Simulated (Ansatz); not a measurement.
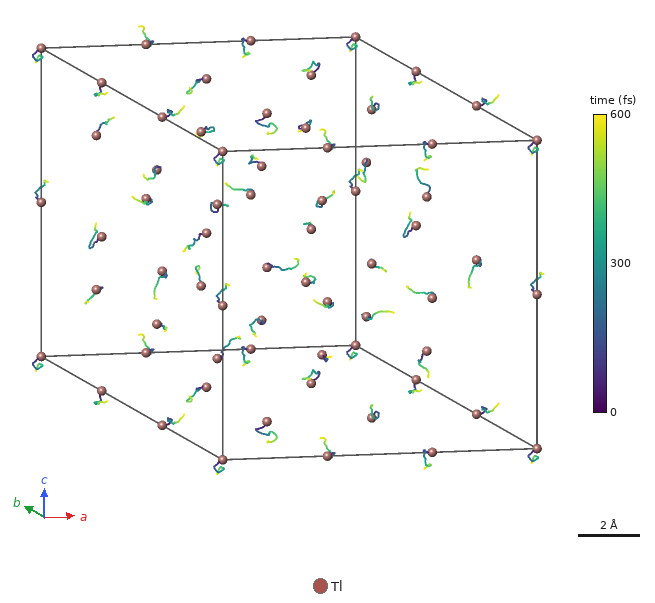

A Born-Oppenheimer molecular dynamics run of a 36-atom cell of Tl, 600 fs long. The cell was cut from the hcp crystal. Lines trace each atom's path, coloured by time; spheres stand at the starting positions. Seen from a free direction in the simulation cell.

All numbers below come from DFT PBEsol, scalar-relativistic, plane waves, PAW (Ansatz). Run with plane-wave cutoff 420 eV; k-point mesh 1 × 1 × 1; Fermi-Dirac smearing 0.1 eV; low-accuracy preset; Langevin thermostat (NVT); set temperature 900 K; time step 3 fs; friction 0.02 per fs.

How do the atoms move?

Answer. Root-mean-square distances from the starting positions over the second half, with the common drift of all atoms taken out: Tl 0.60 Å. The potential energy sinks well below that of the force-free first frame, so the starting arrangement isn't stable at these settings: the atoms shift into a lower-energy one. With so coarse a k-point mesh for this cell that can be an artefact of the sampling. Over the second half the temperature averages 986 K (spread ±154 K). The potential energy is still drifting at the end, so the run hasn't reached equilibrium. The potential energy in the second half lies on average 59.3 meV per atom below the first frame.

Limits of the set-up: the k-point mesh is coarse for a cell with partly filled bands; the program's low-accuracy preset was used.

Cost: 13 min on 4 threads of Intel(R) Xeon(R) Platinum 8259CL CPU @ 2.50GHz (Skylake/Cascade Lake) (shared host), peak memory 1.3 GiB.
